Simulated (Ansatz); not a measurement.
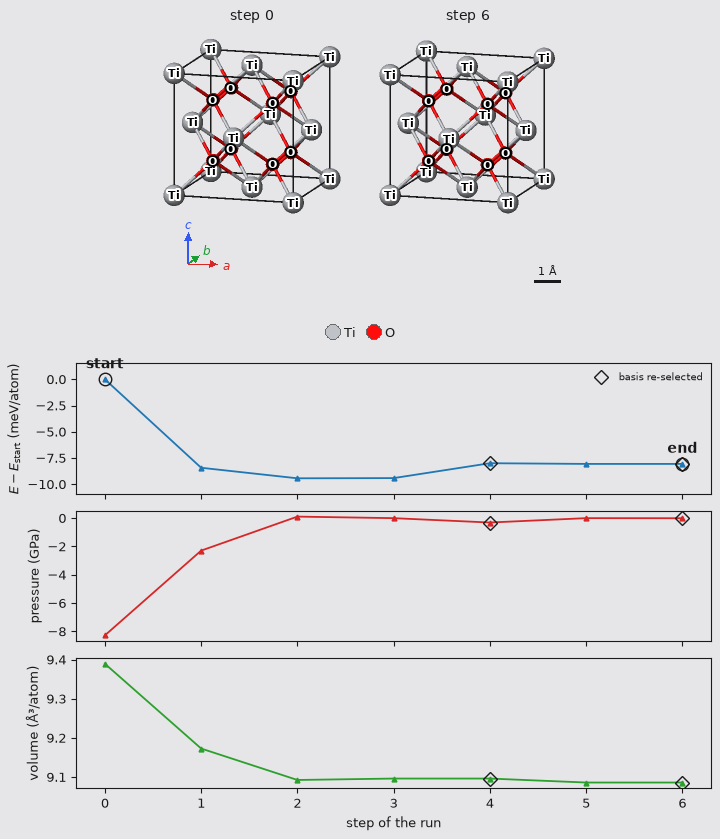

First and last geometry of a relaxation of a crystal of TiO$_{2}$ (built on the fluorite type), with the history of the run. Style: ball-and-stick. Shown: the conventional cell (4 times the calculation's cell), slightly off an axis. Lengths and directions refer to the drawn axes.

Method: Ansatz, DFT, PBEsol, plane waves, PAW.

Input
```yaml
crystal:
  lattice:
    - [0.0, 2.4149673021, 2.4149673021]
    - [2.4149673021, 0.0, 2.4149673021]
    - [2.4149673021, 2.4149673021, 0.0]
  atoms:
    - { symbol: Ti, position: [0.0, 0.0, 0.0] }
    - { symbol: O, position: [0.25, 0.25, 0.25] }
    - { symbol: O, position: [0.75, 0.75, 0.75] }
kpoints:
  mp_grid: { grid: [8, 8, 8] }
hamiltonian:
  xc: pbesol
scf:
  occupations: { method: fermi_dirac, width: 0.02 }
relax:
  f_tol: 0.005
  cell: {}
output:
  write_density: true
  write_potential: true
  elf: true
  volumetric_format: npy
```

Run as
```bash
ansatz run input.yaml --threads 2 --pin off --max-ram 2211MiB --backend cpu --events-out ev --progress --plain --runs-dir out
```

### Read the history and describe the run.

It converged. After 4 accepted moves (6 points after the start) the energy has fallen by 8.1 meV per atom. All forces vanish by symmetry, so only the cell relaxes. The pressure goes from −8.28 to −0.01 GPa. The SCF was repeated twice at an unchanged geometry on a basis and grid sized afresh for the cell, which shifted the energy by 1.4 meV per atom at most. No atom moves by more than 0.005 Å relative to the cell. The volume changes by −3.2 %, with a = b = c 4.830 → 4.777 Å (−1.1 %). Some distances before and after: Ti1–O2 2.091 → 2.069 Å. The space group stays Fm-3m (No. 225). Cost: 3.7 s on 2 threads of Arm Neoverse V1, on a shared host, peak memory 0.3 GiB.

| step | E − E(0), meV/atom | pressure, GPa | volume, Å³/atom | note |
| --- | --- | --- | --- | --- |
| 0 | 0.00 | -8.28 | 9.389 |  |
| 1 | -8.42 | -2.29 | 9.173 |  |
| 2 | -9.43 | 0.11 | 9.093 |  |
| 3 | -9.41 | 0.00 | 9.096 |  |
| 4 | -7.99 | -0.31 | 9.096 | same geometry, new basis |
| 5 | -8.06 | 0.00 | 9.086 |  |
| 6 | -8.06 | -0.01 | 9.086 | same geometry, new basis |
